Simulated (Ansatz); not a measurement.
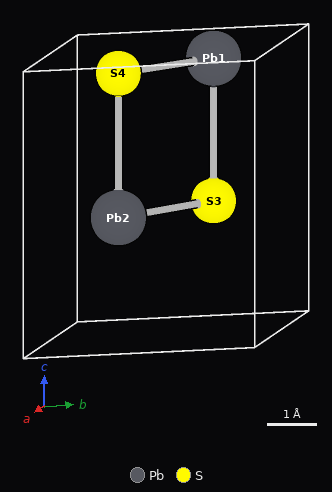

Fig. 1: The structure as given in the input (ball-and-stick view of the cell of the calculation, seen slightly off an axis; atoms are numbered from 1 in the order of the input). Near neighbours in the crystal (not all of them lie inside the picture): Pb has 5 S at 2.89 to 3.02 Å; S has 5 Pb at 2.89 to 3.02 Å.

# Wannier-function calculation, with input and output: PbS (part 1 of 2)

- system: PbS (P6₃mc, 4 atoms in the cell)
- method: maximally localised Wannier functions of HSE06 bands, plane waves, PAW, no spin polarisation (Ansatz 0.2.0)

The structure was built on a prototype by a generator. The geometry comes from this level: r2SCAN. It belongs to a series of runs on one base structure; here: anion s p. Figures and captions count atoms from 1; the log counts them from 0 in places.

**Input**
```yaml
crystal:
  lattice:
    - [4.9970300227, 0.0, 0.0]
    - [-2.4985150114, 4.3275549432, 0.0]
    - [0.0, 0.0, 5.9976969638]
  atoms:
    - { symbol: Pb, position: [0.3333333333, 0.6666666667, -0.0640822957] }
    - { symbol: Pb, position: [0.6666666667, 0.3333333333, 0.4359177043] }
    - { symbol: S, position: [0.3333333333, 0.6666666667, 0.4390822957] }
    - { symbol: S, position: [0.6666666667, 0.3333333333, 0.9390822957] }
kpoints:
  mp_grid: { grid: [6, 6, 4] }
  band_path:
    path:
      - [0.0, 0.0, 0.0]
      - [0.5, 0.0, 0.0]
      - [0.3333333333, 0.3333333333, 0.0]
      - [0.0, 0.0, 0.5]
      - [0.5, 0.0, 0.5]
      - [0.3333333333, 0.3333333333, 0.5]
    npoints: 1
hamiltonian:
  xc: hse06
scf:
  occupations: { method: fixed }
  n_extra_bands: 6
output:
  forces: false
  stress: false
  eigenvalues: true
  wannier:
    kmesh: [6, 6, 4]
    projections: [{ species: S, l: s }, { species: S, l: p }]
    minimise: true
    write_hr: true
    conv_tol: 1.0e-08
    max_iter: 3000
  write_density: true
  write_potential: true
  elf: true
  volumetric_format: npy
```

**File wannier.win**
```
! ansatz wannier90 interface
! projections by site (counted from 0) and shell: 2 3S, 3 3S, 2 3P, 3 3P
! states of the run's bands (counted from 1): 11-12, 15-20
! their least projectability: 0.4576
num_bands = 8
num_wann  = 8
num_iter  = 2000
conv_tol = 1e-8
conv_window = 5
guiding_centres = true
shell_list = 2 1
write_hr = true

begin unit_cell_cart
Ang
        4.997030022739415    2.886753584556366e-11                      0.0
      -2.4985150113947077        4.327554943151431                      0.0
                      0.0                      0.0             5.9976969638
end unit_cell_cart

begin atoms_frac
Pb        0.3333333333333333       0.6666666666666666            -0.0640822957
Pb        0.6666666666666666       0.3333333333333333             0.4359177043
S         0.3333333333333333       0.6666666666666666             0.4390822957
S         0.6666666666666666       0.3333333333333333             0.9390822957
end atoms_frac

mp_grid = 6 6 4
```

Machine: 4 threads of AMD EPYC (Zen 5), 192 GiB of memory available, shared host.

Command:
```bash
ansatz run input.yaml --threads 4 --pin off --max-ram 3686MiB --backend cpu --events-out ev --progress --plain --runs-dir out
```

**Output**
```
scf.n_extra_bands = 6 over 20 filled bands (N_el = 40.0): the run solves 26 bands
Engine: ansatz 0.2.0, x86_64-unknown-linux-gnu
Pseudopotentials: kind: paw
Pseudopotential: Pb, paw, valence charge 14, recommended cutoff 420 eV (normal), Pb.paw.azcp
Pseudopotential: S, paw, valence charge 6, recommended cutoff 420 eV (normal), S.paw.azcp
Functional definition: HSE06
  parameter a = 0.25
  parameter omega = 0.11/bohr
  exchange = pbe_x - a*pbe_x_sr(omega) + a*exact_x_sr(omega)
  correlation = pbe_c
davidson cushion auto → on  (no smearing: the cushion is to keep the highest requested band from converging to the state above it; pin scf.eigensolver.cushion to override)
Crystal: 4 atoms, lattice volume = 129.700 Å³
Basis set: ecut = 420 eV, 2523 PW (Γ)
Bands: 26, of which v1, the nominal top of the filled ones, is band 20 counted from 1 (19 counted from 0)
Symmetry: 12 space group operations
Space group: P63mc (ITA 186), of the structure as read, at distance tolerance 5.1e-5 Å
k-points: 21 of 144 (time reversal used)
Non-local potential: Pb, projectors of the file, l = 0: 2, l = 1: 2, l = 2: 2, l = 3: 2
Non-local potential: S, projectors of the file, l = 0: 2, l = 1: 2, l = 2: 2
PAW form: soft (Blöchl's): semilocal exchange-correlation on the pseudo side does not see the compensation charge
PAW frozen core: Pb, regenerated for the run's functional, and the local potential with it (the file was generated under x = pbe(κ = 0.804, μ = 0.2195149727645171), c = pbe(β = 0.06672455060314922))
PAW frozen core: S, regenerated for the run's functional, and the local potential with it (the file was generated under x = pbe(κ = 0.804, μ = 0.2195149727645171), c = pbe(β = 0.06672455060314922))
PAW one-centre angular grid: Pb, 590 points (default); XC on 64 Gauss nodes
PAW one-centre angular grid: S, 110 points (default); XC on 64 Gauss nodes
Initial density: superposition of atomic densities (neutral atoms: chi_scale 0, normalization atom), corrected by the library's trained network
Initial wavefunctions: pseudopotential atomic-orbital guess
Functional: x = pbe(κ = 0.804, μ = 0.2195149727645171), c = pbe(β = 0.06672455060314922), warm-up for x = pbe(κ = 0.804, μ = 0.2195149727645171) + 0.25 (exact − pbe) at short range (hse, ω = 0.20786987370883472 Å⁻¹), c = pbe(β = 0.06672455060314922); HSE06 as pw.x's `hse` composes it (authors' and Libxc's form: `xc: wpbeh`)
SCF iter   1: F=—  HF=-25618.823970 eV  |F-HF|=—  |Δ(HF+E_count)|=         —  Δρ=1.30e-3  dr2=4.67e-3  ethr=1.77e-3  ⟨swp⟩=7.4  Hψ=2444  notcnv=0
preconditioner: auto → none  [insulator: Δε(μ)=1.437 eV  Ē_g=14.312 eV  n_scr=22 (ndim 8)  ℏωp=20.6 eV  f_vac=0.122]
SCF iter   2: F=—  HF=-25618.825070 eV  |F-HF|=—  |Δ(HF+E_count)|=   1.10e-3  Δρ=7.35e-4  dr2=8.73e-4  ethr=1.17e-5  ⟨swp⟩=5.7  Hψ=1985  notcnv=0  defer=8
SCF iter   3: F=-25618.825339 eV  HF=-25618.825241 eV  |F-HF|=9.78e-5  |Δ(HF+E_count)|=   1.71e-4  Δρ=3.11e-4  dr2=2.01e-4  ethr=2.18e-6  ⟨swp⟩=4.1  Hψ=1537  notcnv=0
SCF 1 stopped early in 3 iterations: F = -25618.825339 eV  dr2 = 2.01e-4
  greatest PAW one-centre occupation: 0.981 electrons in one spin orbital (limit 2), on the Pb atom at site 0 (counted from 0), in its partial waves of l = 2
Initial density: handed on by an earlier stage of this run
Initial wavefunctions: those handed on with the density
Functional: x = pbe(κ = 0.804, μ = 0.2195149727645171) + 0.25 (exact − pbe) at short range (hse, ω = 0.20786987370883472 Å⁻¹), c = pbe(β = 0.06672455060314922); HSE06 as pw.x's `hse` composes it (authors' and Libxc's form: `xc: wpbeh`)
Exchange kernel: α = 0.2500, screened, ω = 0.2079 Å⁻¹, Wigner–Seitz truncation, v(0) = 1046.8771 eV·Å³, q-mesh 6×6×4, nearest image of the exchange supercell L = 23.99 Å, pair-density grid 24×24×30, without the augmentation charges, whose exchange is taken in its separable form by FFT convolution over the k-point mesh (sized by the pseudopotential files, 30×30×45 at the most), smooth part of the exact exchange by density-matrix convolution
Frozen-core exchange: fock
SCF iter   1: F=—  HF=-25627.006446 eV  |F-HF|=—  |Δ(HF+E_count)|=         —  Δρ=5.27e-3  dr2=3.52e-2  ethr=5.03e-6  ⟨swp⟩=7.6  Hψ=2795  notcnv=0
preconditioner: auto → none  [insulator: Δε(μ)=1.973 eV  Ē_g=16.143 eV  n_scr=22 (ndim 8)  ℏωp=20.6 eV  f_vac=0.129]
SCF iter   2: F=—  HF=-25626.995509 eV  |F-HF|=—  |Δ(HF+E_count)|=   1.09e-2  Δρ=1.89e-3  dr2=4.54e-3  ethr=5.03e-6  ⟨swp⟩=4.0  Hψ=1985  notcnv=0
SCF iter   3: F=—  HF=-25627.004235 eV  |F-HF|=—  |Δ(HF+E_count)|=   8.73e-3  Δρ=1.05e-3  dr2=2.12e-3  ethr=5.03e-6  ⟨swp⟩=3.9  Hψ=1521  notcnv=0  defer=12
iter 4 solved again at ethr=4.12e-8 eV; its pass at ethr=5.03e-6 eV (dr2=1.65e-5 eV) is discarded
SCF iter   4: F=—  HF=-25627.003590 eV  |F-HF|=—  |Δ(HF+E_count)|=   6.45e-4  Δρ=1.46e-4  dr2=5.27e-5  ethr=4.12e-8  ⟨swp⟩=5.0  Hψ=3142  notcnv=0
SCF iter   5: F=—  HF=-25627.003750 eV  |F-HF|=—  |Δ(HF+E_count)|=   1.60e-4  Δρ=1.46e-4  dr2=6.29e-5  ethr=4.12e-8  ⟨swp⟩=4.9  Hψ=1803  notcnv=0
SCF iter   6: F=-25627.003731 eV  HF=-25627.003733 eV  |F-HF|=1.83e-6  |Δ(HF+E_count)|=   1.68e-5  Δρ=3.10e-5  dr2=6.26e-6  ethr=4.12e-8  ⟨swp⟩=4.0  Hψ=1704  notcnv=0
SCF 2 stopped early in 6 iterations: F = -25627.003731 eV  dr2 = 6.26e-6
  greatest PAW one-centre occupation: 0.982 electrons in one spin orbital (limit 2), on the Pb atom at site 1 (counted from 0), in its partial waves of l = 2
hybrid outer 1: dexx = +1.041e-2 eV, tail = 2.61e-5 eV
Exchange kernel: α = 0.2500, screened, ω = 0.2079 Å⁻¹, Wigner–Seitz truncation, v(0) = 1046.8771 eV·Å³, q-mesh 6×6×4, nearest image of the exchange supercell L = 23.99 Å, pair-density grid 24×24×30, without the augmentation charges, whose exchange is taken in its separable form by FFT convolution over the k-point mesh (sized by the pseudopotential files, 30×30×45 at the most), smooth part of the exact exchange by density-matrix convolution
Frozen-core exchange: fock
SCF iter   1: F=—  HF=-25627.003489 eV  |F-HF|=—  |Δ(HF+E_count)|=         —  Δρ=2.30e-5  dr2=6.93e-7  ethr=3.26e-7  ⟨swp⟩=2.9  Hψ=1244  notcnv=0
preconditioner: auto → none  [insulator: Δε(μ)=1.962 eV  Ē_g=16.118 eV  n_scr=22 (ndim 8)  ℏωp=20.6 eV  f_vac=0.133]
SCF iter   2: F=—  HF=-25627.003491 eV  |F-HF|=—  |Δ(HF+E_count)|=   2.03e-6  Δρ=8.51e-6  dr2=1.08e-7  ethr=1.12e-9  ⟨swp⟩=5.2  Hψ=2203  notcnv=0
iter 3 solved again at ethr=1.25e-11 eV; its pass at ethr=2.23e-10 eV (dr2=4.99e-9 eV) is discarded
SCF iter   3: F=-25627.003491 eV  HF=-25627.003491 eV  |F-HF|=4.38e-9  |Δ(HF+E_count)|=   1.05e-8  Δρ=3.51e-6  dr2=6.95e-9  ethr=1.25e-11  ⟨swp⟩=4.4  Hψ=2807  notcnv=0  defer=20
SCF 3 converged in 3 iterations: F = -25627.003491 eV  dr2 = 6.95e-9
```

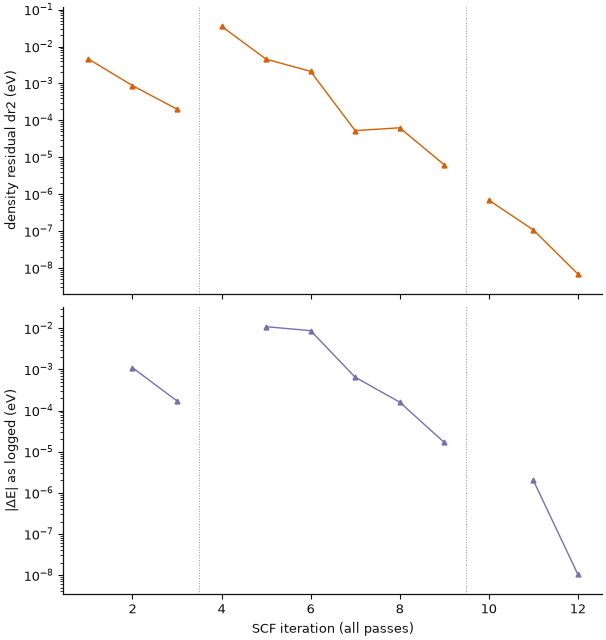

Fig. 2: Convergence of the self-consistent field: density residual dr2 and size of the energy change against the SCF iteration. The run starts with a semilocal functional; after that each stretch between dotted lines is one SCF of the hybrid functional between two exact rebuilds of the exchange operator by the outer loop. Early passes are stopped at a loose threshold. The passes take 3, 6 and 3 iterations.

```
hybrid outer 2: dexx = +2.457e-7 eV, tail = 2.13e-8 eV, Δε = 1.99e-3 eV (about 6.53e-5 eV left of the loop's levels)
NSCF: frozen V_eff on 6 k-points
NSCF: frozen V_eff on 24 k-points
the Wannier pass solved 24 of the 144 points of its mesh, and has the states at the others by symmetry: states obtained by the crystal's operations at points that were solved too leave a residual of 5.26e-14 eV (read by the count's bands and the next), within 6.67e-6 eV
hybrid SCF converged: 2 outer / 9 inner (+3 warm-up), last move |dexx| = 2.46e-7 eV, tail = 2.13e-8 eV
Stability not checked: this state was not tested for a lower state beside it, because the functional holds exact exchange (a hybrid, or Hartree-Fock), whose exchange loop this test does not read (fock_operator; see scf.lower_state_search)
Free energy (F): -25627.003490 eV
Frozen-core exchange: fock
Harris-Foulkes:  -25627.003490 eV  (|F-HF|=4.38e-9)
Internal energy: -25627.003490 eV  (E = F + TS)
E sigma→0 (E₀):  -25627.003490 eV
Fermi energy:    5.518668 eV
--- Per-component energies (eV) ---
  E_band       = -265.322332
  E_kinetic    = 784.205474
  E_local      = -3001.761255  (includes V_loc(G=0)·N_el)
  E_nonlocal   = 756.616343
  E_hartree    = 1185.116590
  E_xc         = -507.580241
  E_vxc        = -351.963720  (∫ρ·V_xc dr)
  E_exx        = -84.902472  (= α·E_x^exact, valence–valence)
  E_paw        = -22060.579246  (= ΣΔE_a)
  E_vpaw       = -652.848295  (= ΣTr[D̂ρ^β])
  E_aug_tail   = 0.000101  (compensation charges beyond the density's cutoff)
  E_ewald      = -2698.593910
  E_core_change = 0.475126  (= ΣΔE_core)
  E_smearing   = -0.000000  (= −TS)
  E_closure    = -0.000000  (closes the sum)
  Σ components = -25627.003490   (vs F -25627.003490, Δ=0.00e0)
--- Band table (eV; the first three rows and the last of 21) ---
  k-point 0: bands = ["-13.0288", "-12.9177", "-12.9177", "-12.9171", "-12.9171", "-12.9063", "-12.9063", "-12.8946", "-12.8579", "-12.8579", "-8.9295", "-7.3778", "-1.8910", "-0.7535", "0.4188", "2.0699", "2.0699", "3.2894", "3.2958", "3.2958", "8.1036", "8.1036", "9.5424", "9.5424", "11.1122", "11.7588"]
```
